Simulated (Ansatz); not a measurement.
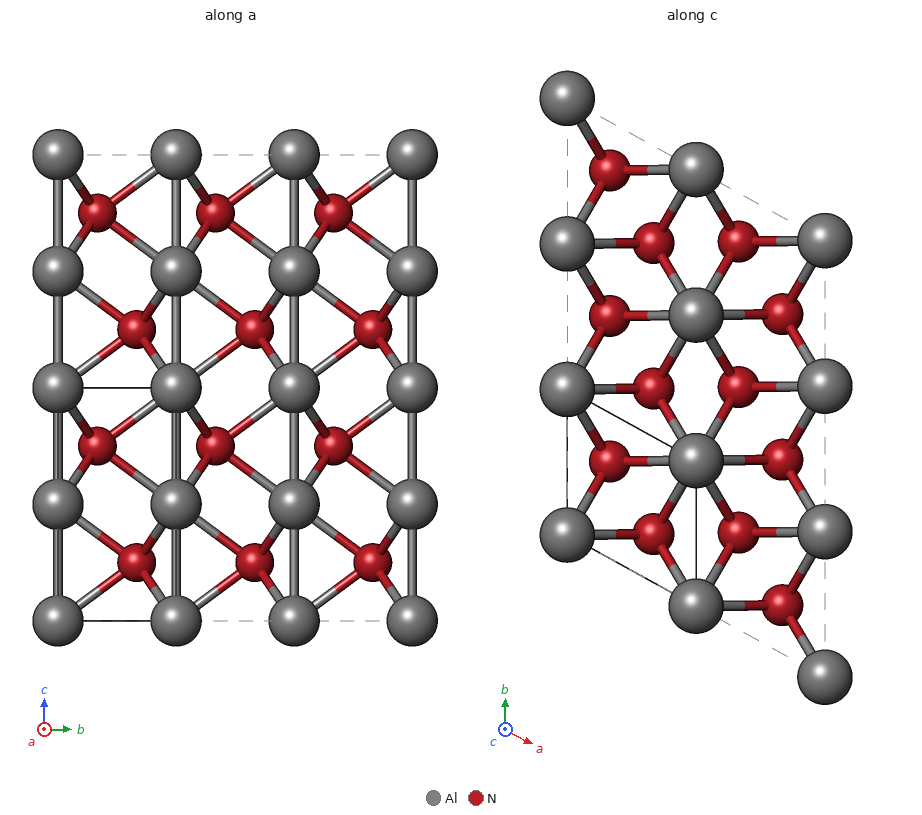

We look at a ball-and-stick model of the crystal along the a axis and along the c axis. A 2×3×2 array of cells is drawn; the unit cell has the solid edges.

AlN, a = 2.83 Å, b = 2.80 Å, c = 4.84 Å, α = 90.00°, β = 90.00°, γ = 118.90°.

All computed values are from DFT, HSE06, plane waves, PAW in Ansatz. Settings: cutoff 420 eV, a 9×9×4 k-point grid, no spin polarisation.

Is it conducting or gapped at this level?

Answer. An insulator at this level, with a gap of 6.24 eV, indirect; the smallest direct gap is 6.62 eV.

Which way would the volume go on relaxing?

Answer. The computed pressure is -1.5 GPa (stretched: it would shrink). The stress isn't hydrostatic: its largest component is 5.8 GPa.

The structure comes from a structure type filled with these elements by a generator (whether the compound takes this form wasn't checked). The cell was then strained or its atoms displaced on purpose. It was run through Ansatz as a DFT input.
